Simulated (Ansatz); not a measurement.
System: Al₈As₈H (cell charge +1, with a compensating background) (cell with a defect).

```xyz
17
Lattice="0.0000 5.7279 -5.7279 5.7279 5.7279 0.0000 5.7279 0.0000 -5.7279" Properties=species:S:1:pos:R:3 pbc="T T T"
Al    2.8745    5.7174   -8.5813
Al    5.7512    8.5685   -8.6152
Al    2.8745    2.8745   -5.7385
Al    5.7174    5.7174   -5.7385
Al    5.7512    5.7512  -11.4325
Al    8.5685    8.5685  -11.4325
Al    5.7174    2.8745   -8.5813
Al    8.5685    5.7512   -8.6152
As    1.4320    1.4320   -1.4537
As    4.2959    4.2959   -1.4320
As    1.4320    4.2742   -4.2959
As    4.3177    7.1599   -4.2959
As    4.2742    1.4320   -4.2959
As    7.1599    4.3177   -4.2959
As    4.2959    4.2959   -7.1599
As    7.1599    7.1599   -7.1381
H     7.1599    7.1599  -10.0238
```

Theory: DFT PBE, scalar-relativistic, plane waves, PAW in Ansatz.

Q: What can the converged valence pseudo-density and electron localisation function tell about the bonding?

A: Al–H (2.44 Å): ρ is about 0.13 e/Å³ halfway; the ELF climbs to about 1 towards the hydrogen.
Al–As (2.46 Å): the density is about 0.47 e/Å³ at the midpoint; the ELF peaks at about 0.95 between the atoms.
Al–As (2.52 Å): ρ at the midpoint is about 0.43 e/Å³; the ELF peaks at about 0.90 between the atoms.

Q: Does the calculation make it a metal, or give it a gap?

A: It is metallic or semimetallic at this level of theory: no gap opens.

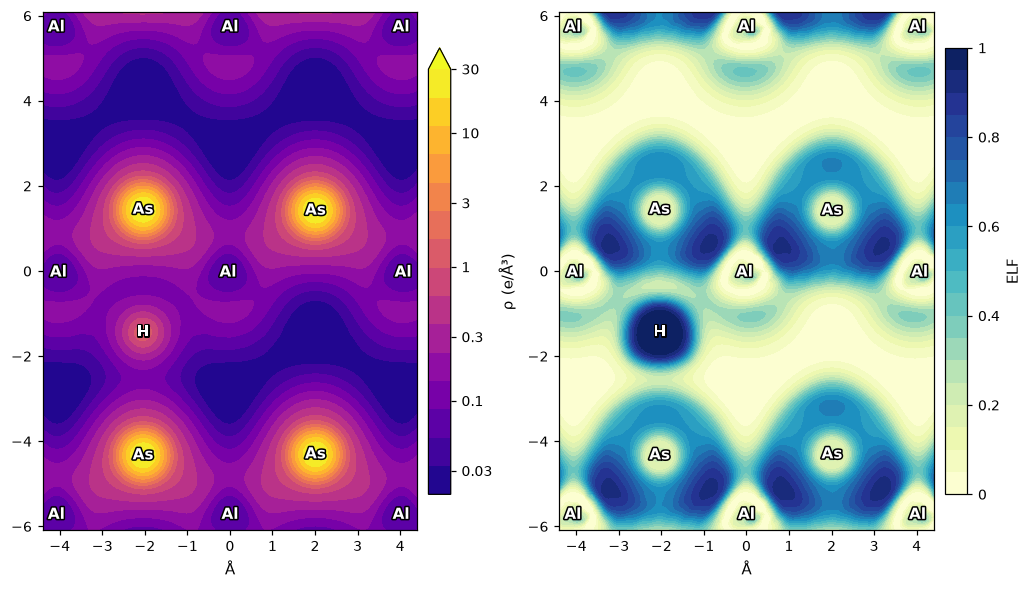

Computed valence pseudo-density and electron localisation function on the (101̄) plane of the calculation cell, in this order. 

The density is the valence pseudo-density of a PAW calculation; it isn't the true density close to the nuclei.
